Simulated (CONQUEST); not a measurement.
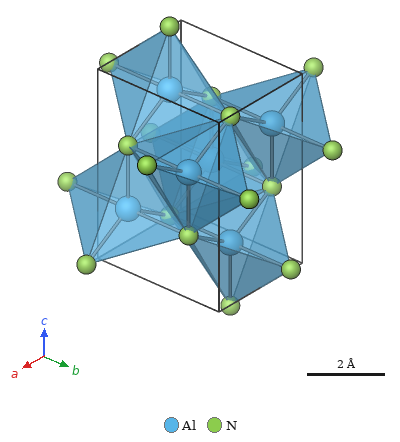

The input geometry (polyhedral view of the cell of the calculation, seen at an oblique angle; polyhedra are completed across the faces of the cell).

# Single-point calculation of AlN

AlN (P6₃/mmc, 8 atoms in the cell), computed with Kohn-Sham DFT of a periodic cell, RPBE, PseudoDojo NC PBE (CONQUEST 1.3).

The structure derives from a Materials Project entry. The run did not end well.

**The input**
```
IO.Title AlN
IO.Coordinates coords.dat
IO.FractionalAtomicCoords F
IO.Iprint 2
IO.Iprint_init 1
General.NumberOfSpecies 2
General.PseudopotentialType hamann
General.FunctionalType 103
General.DifferentFunctional T
AtomMove.TypeOfRun static
AtomMove.FullStress T
Grid.GridCutoff 120
DM.SolutionMethod ordern
DM.L_range 14
DM.LVariations 60
minE.LTolerance 1e-6
minE.SCTolerance 1e-5
SC.MaxIters 100
IO.AtomChargeOutput T
%block ChemicalSpeciesLabel
1 26.980 Al
2 14.010 N
%endblock
```

Launch command:
```bash
Conquest
```

**What the program printed**
```
Simulation cell dimensions:     6.2590 a0 x     7.9133 a0 x    10.8409 a0

      Atomic coordinates (a0)
         Atom         X         Y         Z  Species
            1    0.0000    1.9783    3.6136        1
            2    3.1295    1.9783    9.0341        1
            3    0.0000    5.9350    7.2273        1
            4    3.1295    5.9350    1.8068        1
            5    0.0000    5.9350    3.6136        2
            6    3.1295    5.9350    9.0341        2
            7    0.0000    1.9783    7.2273        2
            8    3.1295    1.9783    1.8068        2
        This calculation includes non-local pseudopotentials,
         with a maximum core radius of      8.23709393

WARNING: S range greater than L !     17.013696479140     14.000000000000

    Job title: AlN
    Job to be run: static calculation

    Ground state search:
      Support functions represented with PAO basis
      1:1 PAO to SF mapping
      Non-spin-polarised electrons
      Solving for the K matrix using order N with LNV

    Integration grid size:     32 x   40 x   60

    Integration grid spacing:  0.196 a0 x 0.198 a0 x 0.181 a0

    Number of species:  2
    --------------------------------------------------------
    |   #  mass (au)  Charge (e)  SF Rad (a0)  NSF  Label  |
    --------------------------------------------------------
    |   1     26.980       3.000        8.507    4  Al     |
    |   2     14.010       5.000        5.737    4  N      |
    --------------------------------------------------------
          SCF tolerance:                 0.00001000
          SCF iterations:               100
          O(N) tolerance:                0.00000100
          O(N) iterations:               60

          Density Matrix range  = 14.0000 a0

    The functional used will be GGA RPBE99

           radial cut-off to be used is taken to be max PAO cut-off radius for this species:    8.237094

           greatest ang. mom. for making density from PAOs:  1

           radial cut-off to be used is taken to be max PAO cut-off radius for this species:    5.483972

           greatest ang. mom. for making density from PAOs:  1
    Minimum blocs/proc is     1200. Maximum blocs/proc is     1200
    set_atom_dens: In set_atomic_density, electrons :      32.000000000000
    InvS: starting loop
    InvS: Iter:   1   omega:      0.94390 deltaomega:      0.94390 R:      0.17175
    InvS: Iter:   2   omega:      0.90660 deltaomega:     -0.03730 R:      0.16832
    InvS: Iter:   3   omega:      0.85758 deltaomega:     -0.04901 R:      0.16371
    InvS: Iter:   4   omega:      0.79672 deltaomega:     -0.06086 R:      0.15779
    InvS: Iter:   5   omega:      0.71996 deltaomega:     -0.07677 R:      0.15000
    InvS: Iter:   6   omega:      0.62674 deltaomega:     -0.09322 R:      0.13995
    InvS: Iter:   7   omega:      0.52919 deltaomega:     -0.09755 R:      0.12860
    InvS: Iter:   8   omega:      0.44619 deltaomega:     -0.08300 R:      0.11808
    InvS: Iter:   9   omega:      0.37675 deltaomega:     -0.06944 R:      0.10851
    InvS: Iter:  10   omega:      0.29989 deltaomega:     -0.07686 R:      0.09681
    InvS: Iter:  11   omega:      0.21306 deltaomega:     -0.08683 R:      0.08160
    InvS: Iter:  12   omega:      0.12978 deltaomega:     -0.08328 R:      0.06368
    InvS: Iter:  13   omega:      0.06644 deltaomega:     -0.06335 R:      0.04556
    InvS: Iter:  14   omega:      0.03456 deltaomega:     -0.03188 R:      0.03286
    InvS: Iter:  15   omega:      0.02399 deltaomega:     -0.01057 R:      0.02738
    InvS: Iter:  16   omega:      0.02249 deltaomega:     -0.00150 R:      0.02651
    InvS: Iter:  17   omega:      0.02405 deltaomega:      0.00156 R:      0.02742
    InvS: truncation error reached after  17 iterations
    InvS: setting InvS to I

    Screened ion int: energy:     -33.600805311054 Ha

    new_SC_potl: Starting.  Tolerance:  0.10000E-04

    PulayMixSC: Starting Pulay mixing, A_up =  0.500 A_dn =  0.500
    PulayMixSC: Spin non-polarised calculation.

    FindDM: tol:    0.0000010000  number of L iterations:    60
    InitMcW: electrons:       32.00 orbitals:       64.00
    InitMcW: SX is           31.999871
    InitMcW: SX/no is         0.999996
    InitMcW: mubar, lambda for spin = 1 are:        -1.667947        0.987855
    McWMin: rounding error found, spin:   1        0.000000****************        4.035016      -10.557676
    McWMin: after   1 iterations, energy is       -21.115353 Ha

    earlyDM: starting
    earlyDM: iteration:   1 Energy:       -20.266822 Ha Residual:     0.900499E+03
    earlyDM: dE        -0.410755 Ha linearity:         0.015250
    earlyDM: iteration:   2 Energy:       -20.612908 Ha Residual:     0.970398E+03
    earlyDM: transition to lateDM after   2 iterations
    lateDM:  iteration:   1 Energy:       -20.612908 Ha Residual:     0.375553E+01
    lateDM: R2 is     0.193536E+01
    lateDM: Residual before electron gradient correction:     0.102586E+04
    lateDM: New residual:     0.375509E+01
    lateDM:  iteration:   2 Energy:       -20.867675 Ha Residual:     0.375509E+01
    lateDM: R2 is     0.194105E+01
    lateDM: Residual before electron gradient correction:     0.100362E+04
    lateDM: New residual:     0.518002E+01
    lateDM:  iteration:   3 Energy:       -20.272786 Ha Residual:     0.518002E+01
    lateDM: R2 is     0.232102E+01
    lateDM: Residual before electron gradient correction:     0.112858E+04
    lateDM: New residual:     0.201561E+01
    lateDM:  iteration:   4 Energy:       -22.548285 Ha Residual:     0.201561E+01
    lateDM: R2 is     0.187939E+01
    lateDM: Residual before electron gradient correction:     0.979450E+03
    lateDM: New residual:     0.178965E+01
    lateDM:  iteration:   5 Energy:       -22.241988 Ha Residual:     0.178965E+01
    lateDM: R2 is     0.132862E+01
    lateDM: Residual before electron gradient correction:     0.991617E+03
    lateDM: New residual:     0.166202E+01
    lateDM:  iteration:   6 Energy:       -22.518770 Ha Residual:     0.166202E+01
    lateDM: R2 is     0.130416E+01
    lateDM: Residual before electron gradient correction:     0.897530E+03
    lateDM: New residual:     0.153246E+01
    lateDM:  iteration:   7 Energy:       -22.115732 Ha Residual:     0.153246E+01
    lateDM: R2 is     0.124372E+01
    lateDM: Residual before electron gradient correction:     0.902770E+03
    lateDM: New residual:     0.146758E+01
    lateDM:  iteration:   8 Energy:       -22.042198 Ha Residual:     0.146758E+01
    lateDM: R2 is     0.121436E+01
    lateDM: Residual before electron gradient correction:     0.847134E+03
    lateDM: New residual:     0.144378E+01
    lateDM:  iteration:   9 Energy:       -21.677065 Ha Residual:     0.144378E+01
    lateDM: R2 is     0.120102E+01
    lateDM: Residual before electron gradient correction:     0.890818E+03
    lateDM: New residual:     0.142747E+01
    lateDM:  iteration:  10 Energy:       -21.865334 Ha Residual:     0.142747E+01
    lateDM: R2 is     0.120037E+01
    lateDM: Residual before electron gradient correction:     0.812959E+03
    lateDM: New residual:     0.133742E+01
[... 469 further cycles ...]
    lateDM:  iteration:  16 Energy:       -19.291358 Ha Residual:     0.994529E+00
    lateDM: R2 is     0.142927E+01
    lateDM: Residual before electron gradient correction:     0.477979E+03
    lateDM: New residual:     0.941703E+00
    lateDM:  iteration:  17 Energy:       -18.960462 Ha Residual:     0.941703E+00
    lateDM: R2 is     0.101194E+01
    lateDM: Residual before electron gradient correction:     0.418636E+03
    lateDM: New residual:     0.873538E+00
    lateDM:  iteration:  18 Energy:       -18.353554 Ha Residual:     0.873538E+00
    lateDM: R2 is     0.153494E+01
    lateDM: Residual before electron gradient correction:     0.382320E+03
    lateDM: New residual:     0.833332E+00
    lateDM:  iteration:  19 Energy:       -17.968163 Ha Residual:     0.833332E+00
    lateDM: R2 is     0.935288E+00
    lateDM: Residual before electron gradient correction:     0.359799E+03
    lateDM: New residual:     0.817583E+00
    lateDM:  iteration:  20 Energy:       -17.970373 Ha Residual:     0.817583E+00
    lateDM: R2 is     0.905575E+00
    lateDM: Residual before electron gradient correction:     0.343779E+03
    lateDM: New residual:     0.806497E+00
    lateDM:  iteration:  21 Energy:       -17.874683 Ha Residual:     0.806497E+00
    lateDM: R2 is     0.925040E+00
    lateDM: Residual before electron gradient correction:     0.308897E+03
    lateDM: New residual:     0.785310E+00
    lateDM:  iteration:  22 Energy:       -17.606713 Ha Residual:     0.785310E+00
    lateDM: R2 is     0.901127E+00
    lateDM: Residual before electron gradient correction:     0.298853E+03
    lateDM: New residual:     0.782493E+00
    lateDM:  iteration:  23 Energy:       -17.532057 Ha Residual:     0.782493E+00
    lateDM: R2 is     0.890872E+00
    lateDM: Residual before electron gradient correction:     0.269781E+03
    lateDM: New residual:     0.790356E+00
    lateDM:  iteration:  24 Energy:       -17.406332 Ha Residual:     0.790356E+00
    lateDM: R2 is     0.908390E+00
    lateDM: Residual before electron gradient correction:     0.284379E+03
    lateDM: New residual:     0.782503E+00
    lateDM:  iteration:  25 Energy:       -17.499109 Ha Residual:     0.782503E+00
    lateDM: R2 is     0.900682E+00
    lateDM: Residual before electron gradient correction:     0.282329E+03
```

**File coords.dat**
```
    6.2589916454     0.0000000000     0.0000000000
    0.0000000000     7.9133471996     0.0000000000
    0.0000000000     0.0000000000    10.8408915327
8
  0.0000000000   1.9783367999   3.6136305073 1 T T T
  3.1294958227   1.9783367999   9.0340762737 1 T T T
  0.0000000000   5.9350103997   7.2272610254 1 T T T
  3.1294958227   5.9350103997   1.8068152591 1 T T T
  0.0000000000   5.9350103997   3.6136305073 2 T T T
  3.1294958227   5.9350103997   9.0340762737 2 T T T
  0.0000000000   1.9783367999   7.2272610254 2 T T T
  3.1294958227   1.9783367999   1.8068152591 2 T T T
```

**What the run reported**

| quantity | value |
| --- | --- |
| outcome | stopped at the time limit |
| space group (tolerance 0.01 Å) | P6₃/mmc (194) |
| hardware | 1 thread of AMD EPYC (Zen 5), 16 GiB of memory available, shared host |
| wall time | 17 min |
| peak memory | 0.25 GiB |

**Diagnosis**

The run was cut off by its time limit, so the output is incomplete. Notes on the run: InvS: truncation error reached after  17 iterations. Points of doubt noted for this run: potential of other functional; small atomic basis.
